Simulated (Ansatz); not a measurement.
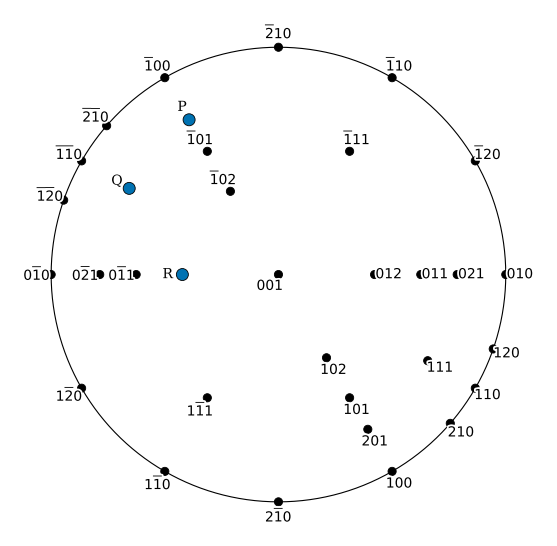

Stereographic projection of plane normals (upper hemisphere) centred on (0 0 1). Crystal: W, the end point of a relaxation with DFT PBE, scalar-relativistic, plane waves, PAW in Ansatz; the starting structure was generated, so it need not be a known form of this composition. Symmetry computed with spglib at a tolerance of 0.002 Å; standard conventional cell.

a = 2.776 Å, b = 2.776 Å, c = 4.951 Å, α = 90.00°, β = 90.00°, γ = 120.00°.

Question: Index the poles marked P, Q, R.

Answer: P is (−2 0 1), in four indices (−2 0 2 1), 76.4° from the centre; Q is (−1 −1 1), in four indices (−1 −1 2 1), 74.3° from the centre; R is (0 −1 2), in four indices (0 −1 1 2), 45.8° from the centre.

Question: What is the angle between the normals of (1 1 0) and (0 −1 1), and what are their d_hkl = 1/|g|?

Answer: 141.2°; d = 1.388 Å and 2.163 Å.
